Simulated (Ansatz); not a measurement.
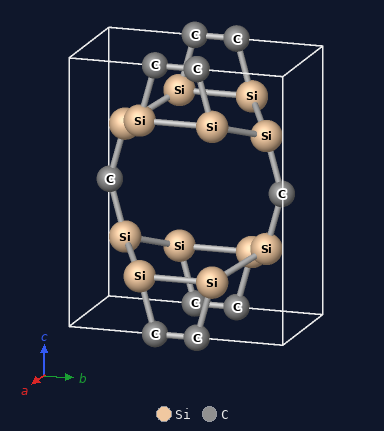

Ball-and-stick drawing of the structure, looking slightly off an axis. One conventional unit cell is framed, with atoms on its boundary repeated. Cell: a = 3.90 Å, b = 7.08 Å, c = 8.73 Å, α = 90.00°, β = 90.00°, γ = 90.00°.

The initial geometry was a structure type filled with these elements by a generator (whether the compound takes this form wasn't checked). Earlier steps of the study may have refined or changed the cell and positions. It was run through Ansatz as a DFT input.

Q: Notes on the structure:

A: The stoichiometry is Si2C. The symmetry is that of Immm (No. 71), on a body-centred orthorhombic lattice. With Z = 4, the cell contains 8 Si, 4 C. Each Si has three Si and one C (about 2.4 Å to Si, 1.9 Å to C). Each C has two Si and one C (about 1.9 Å to Si, 1.4 Å to C). The bonds build a three-dimensional framework.

The numbers come from DFT PBE, scalar-relativistic, plane waves, PAW in Ansatz, using a 420 eV plane-wave basis, k-points about 0.23 Å⁻¹ apart, Gaussian smearing of 0.02 eV, no spin polarisation.

Q: Metal or not?

A: A semiconductor at this level, with a gap of 1.05 eV, indirect.

Q: What charge does Bader's analysis assign to each element?

A: Si +0.66 e; C -1.32 e.

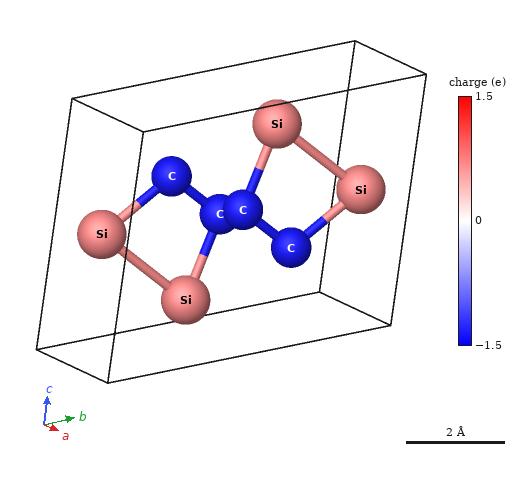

The atoms coloured by those charges. The run's cell of 6 atoms is drawn in a reduced setting, so axes and origin can differ from the first picture.

Q: Do the forces and the stress vanish for this geometry?

A: Yes. All forces vanish to within 0.01 eV/Å. The pressure is 0.0 GPa, close to zero.
